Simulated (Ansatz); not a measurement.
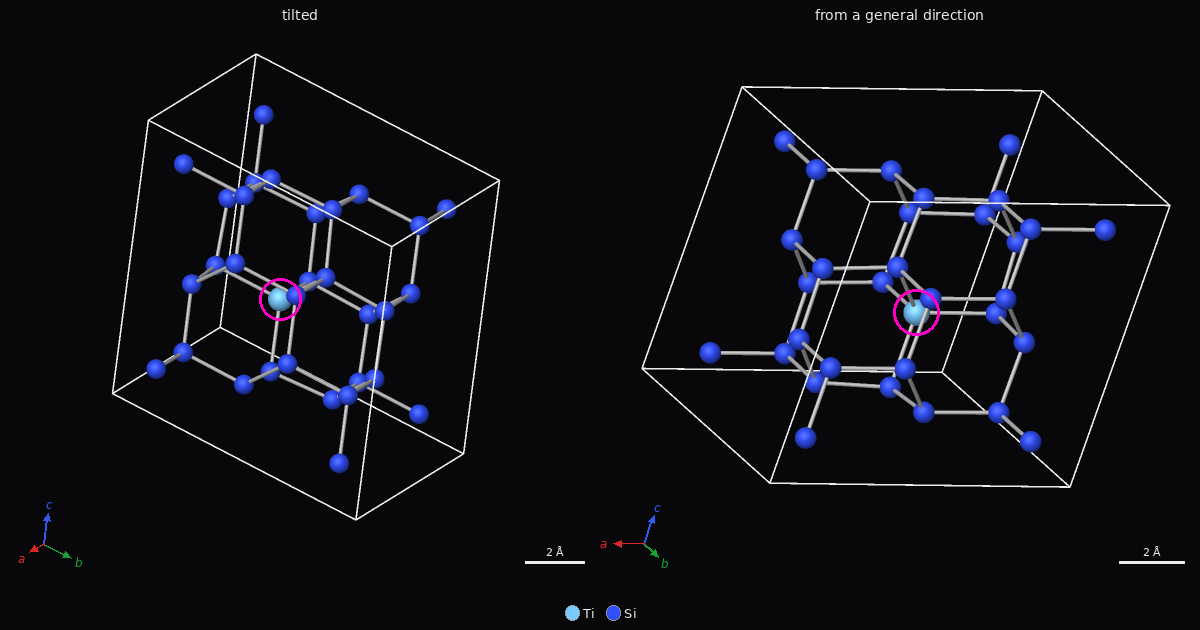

An orthographic ball-and-stick view of the structure, slightly off an axis and from a general direction. The edges of the supercell are marked. The host is Si, in a cell of 32 sites, and the cell carries a charge of +1. A ring marks the defect's site.

> What imperfection does the supercell contain?

Titanium on a silicon site (a substitutional impurity). It is bonded to four Si in a tetrahedral arrangement at about 2.5 Å.

The numbers come from DFT PBEsol, scalar-relativistic, plane waves, PAW (Ansatz), using E_cut = 420 eV, a 3×3×3 grid in reciprocal space, Gaussian smearing of 0.02 eV, collinear spins.

> Is the defect magnetic?

No net moment.

The atoms were relaxed in the host's cell with DFT PBEsol, scalar-relativistic, plane waves, PAW (Ansatz 0.2.0).
